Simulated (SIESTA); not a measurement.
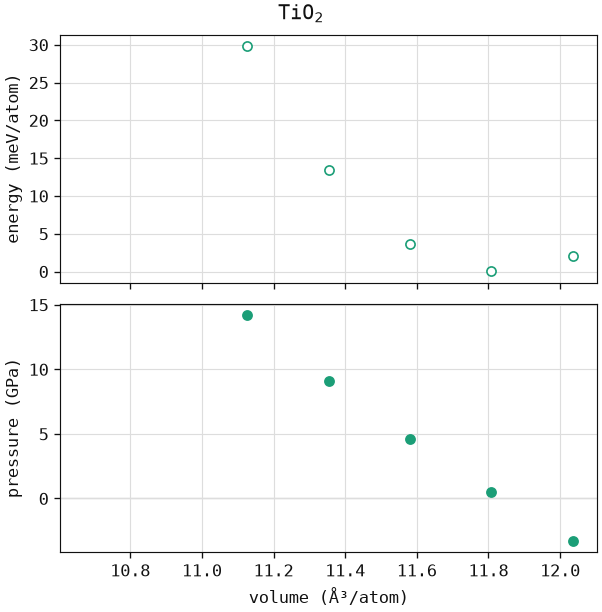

The plot gives the computed energy and pressure against volume for TiO₂, space group I4_1/amd (No. 141).

Structure:
```xyz
6
Lattice="-1.8921 1.8921 4.7573 1.8921 -1.8921 4.7573 1.8921 1.8921 -4.7573" Properties=species:S:1:pos:R:3 pbc="T T T"
Ti    0.0000    1.8921    2.3786
Ti    0.0000    0.0000    0.0000
O     0.0000    0.0000    7.5346
O     0.0000    1.8921    0.3987
O     0.0000    1.8921    4.3586
O     0.0000    0.0000    1.9800
```

Computed with SIESTA 5.4.2: DFT in numerical atomic orbitals with pseudopotentials, no spin polarisation; energies at scaled volumes of the given cell, shape and fractions fixed, counted from the fit's minimum, third-order Birch-Murnaghan fit. Level: PBE.

- k mesh: 7×7×7
- occupations: Fermi–Dirac
- smearing width: 0.05 eV
- potentials: PseudoDojo 0.4 standard, converted to PSML, two zetas on semicore shells
- program settings: basis DZP, mesh cutoff 800 Ry

The points at volume 10.67 Å³/atom and 10.90 Å³/atom are left out of the plot. What values does the calculation give there?

| volume (Å³/atom) | energy (meV/atom) | pressure (GPa) |
| --- | --- | --- |
| 10.67 | 86.08 | 25.89 |
| 10.90 | 53.81 | 19.75 |

Note: mulliken charges of long orbitals; shape and atomic fractions are frozen while scaling, which makes layered, chain and framework solids too stiff.
